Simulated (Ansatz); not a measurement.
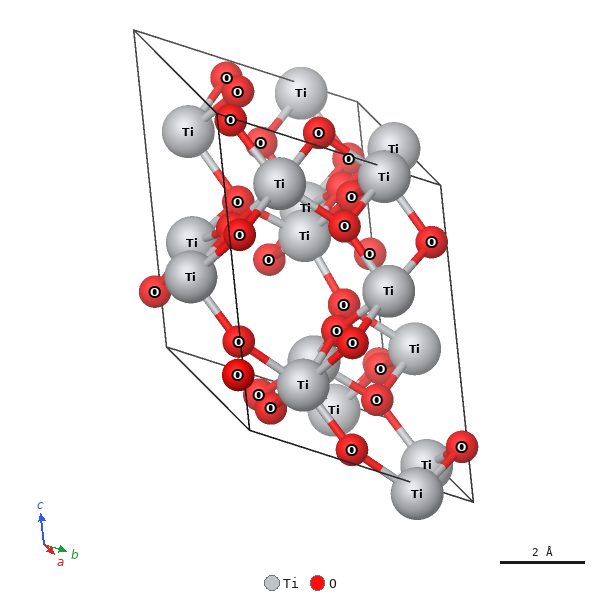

Ball-and-stick model, viewed slightly off an axis. The parallelepiped is the supercell. The host is TiO₂, in a cell of 30 sites, and the cell is neutral.

Question: Where does the cell differ from the host, and how?

Answer: An oxygen vacancy. Around the empty site lie three Ti and two O at about 2.1 to 2.3 Å.

The calculation: DFT PBE, scalar-relativistic, plane waves, PAW (Ansatz), with 420 eV cutoff, Brillouin-zone sampling on a 2×2×2 mesh, Gaussian smearing of 0.02 eV, collinear spins.

Question: Does the cell have a net magnetic moment?

Answer: Yes, 1.5 μB in the cell.

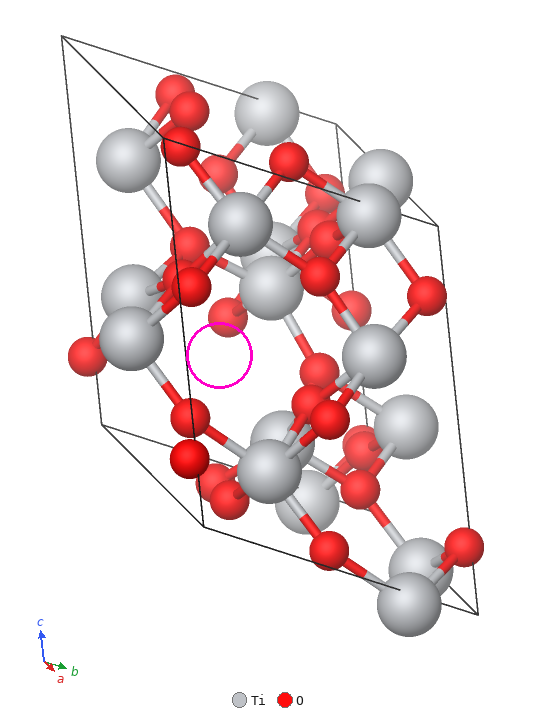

The same cell with a ring at the defect's site.

The atoms were relaxed in the host's cell with DFT PBE, scalar-relativistic, plane waves, PAW (Ansatz 0.2.0).
